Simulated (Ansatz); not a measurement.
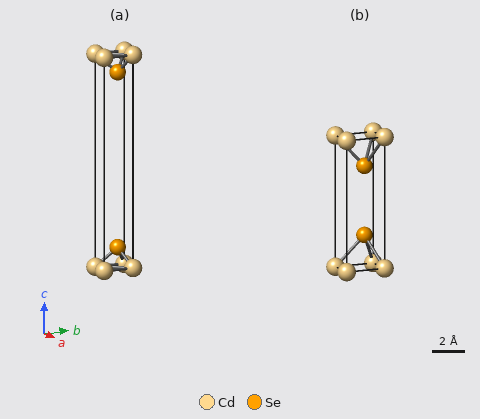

The structure of solid CdSe2 (built on the MoS2-187 type type) before (left) and after (right) a relaxation, at one scale.

A ball-and-stick model of the cell of the calculation, seen slightly off an axis.

These are results of DFT, PBEsol, plane waves, PAW in Ansatz, not measurements.

Input
```yaml
crystal:
  lattice:
    - [2.53474322, 0.0, 0.0]
    - [-1.26737161, 2.19515202, 0.0]
    - [0.0, 0.0, 13.7993153]
  atoms:
    - { symbol: Cd, position: [0.0, 0.0, 0.0] }
    - { symbol: Se, position: [0.33333333, 0.66666667, 0.08949298] }
    - { symbol: Se, position: [0.33333333, 0.66666667, 0.91050702] }
kpoints:
  mp_grid: { grid: [9, 9, 2] }
hamiltonian:
  xc: pbesol
scf:
  occupations: { method: fermi_dirac, width: 0.03 }
relax:
  f_tol: 0.01
  cell: {}
  max_steps: 120
```

Command:
```bash
ansatz run input.yaml --threads 2 --pin off --max-ram 2211MiB --backend cpu --events-out ev --progress --plain --runs-dir out
```

> What changed between the two?

After 27 accepted moves (32 points after the start) the energy has fallen by 13124 meV per atom. The largest force component goes from 46 to 0.002 eV/Å. The pressure goes from 231.53 to 0.01 GPa. The line search rejected the trial steps at points 12, 19, 23 of the run. The SCF was repeated twice at an unchanged geometry on a basis and grid sized afresh for the cell, which shifted the energy by 60.8 meV per atom at most. The largest moves relative to the cell, 1.25 Å, are those of Se2 and Se3. Se3 goes along −c. Cd stays in place. Cell: a = b 2.535 → 3.312 Å (+30.7 %), c 13.799 → 8.504 Å (−38.4 %). Volume +5.2 %. Among the contacts that change: Se2–Se3 2.470 → 4.026 Å, Cd1–Se2 1.915 → 2.777 Å, Cd1–Cd1 2.535 → 3.312 Å, Se2–Se2 2.535 → 3.312 Å. Bond angles that change, for instance: Se2–Cd1–Se3 80.3° → 92.9°, Se2–Cd1–Se2 82.9° → 73.2°, Cd1–Se3–Cd1 82.9° → 73.2°. The space group stays P-6m2 (No. 187). Cost: 93 s on 2 threads of Intel(R) Xeon(R) Processor @ 2.70GHz, with other jobs on the host, peak memory 0.4 GiB.

Limits of the set-up: layers or molecules are held without a dispersion correction, so their spacing is unreliable.
